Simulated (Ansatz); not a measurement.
## Electronic structure of Si$_{3}$N$_{4}$ in real space

```xyz
14
Lattice="7.6192 0.0000 0.0000 -3.8096 6.5985 0.0000 0.0000 0.0000 2.9113" Properties=species:S:1:pos:R:3 pbc="T T T"
Si    5.1871    1.1487    0.7278
Si    1.5989    5.0665    2.1835
Si    4.0309    3.9179    0.7278
Si   -1.3775    5.4498    2.1835
Si    2.2108    1.5320    0.7278
Si   -0.2213    2.6806    2.1835
N    -1.0293    2.1771    0.7278
N     5.2192    0.1972    2.1835
N     2.4388    4.6185    0.7278
N     4.8389    4.4214    2.1835
N    -1.4096    6.4013    0.7278
N     1.3708    1.9799    2.1835
N     0.0000    4.3990    2.1835
N     3.8097    2.1995    0.7278
```

Space group P6₃/m.

These are results of DFT PBE+D3(BJ), scalar-relativistic, plane waves, PAW (Ansatz 0.2.0), not measurements.

In a PAW calculation such maps are meaningful between the atoms, not at the nuclei.

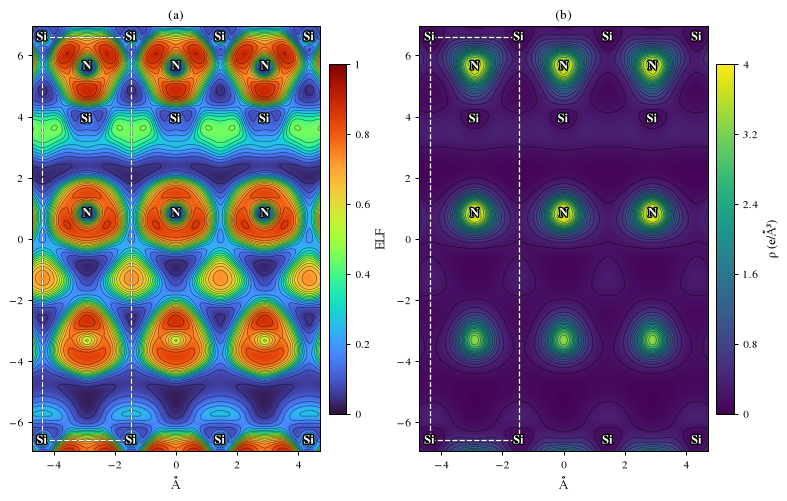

Figure 1. (a) electron localisation function; (b) valence pseudo-density on the (110) plane of the conventional cell.

Q: Read the bonding off the picture.

A: The plane passes through Si and N nuclei. Atoms just off the plane (Si, 0.8 Å away and N, 0.3 Å away) can leave unmarked features too. Si–N (1.74 Å): ρ is about 1.1 e/Å³ halfway; the ELF peaks at about 0.90 between the atoms: a shared but strongly polarised pair. Between the atoms the lowest density in this plane is 0.04 e/Å³. The ELF also peaks beside N, away from the bonds: lone-pair regions.

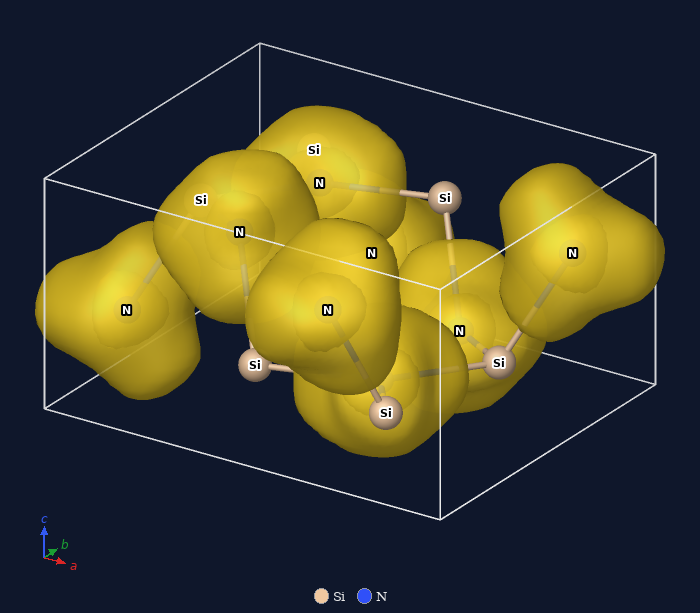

Figure 2. Isosurface of the ELF at 0.7 (yellow), seen slightly off an axis. Core shells and regions of very low density are left out. Sticks mark near contacts.

Q: Where are the electrons localised?

A: The ELF exceeds this value in eight regions on N in which the atom's valence shell and bonds are merged, counted in one cell of 14 atoms. Any copies at cell faces, edges or corners count once. Along the contacts the grid gives the following. Si–N (1.73 Å): the ELF peaks at about 0.90 between the atoms, as expected for a polar covalent bond.

Q: Does the calculation make it a metal, or give it a gap?

A: It is gapped, with a Kohn–Sham gap of 4.3 eV on the k-point mesh (the band edges may lie off the mesh, which would make the gap smaller).
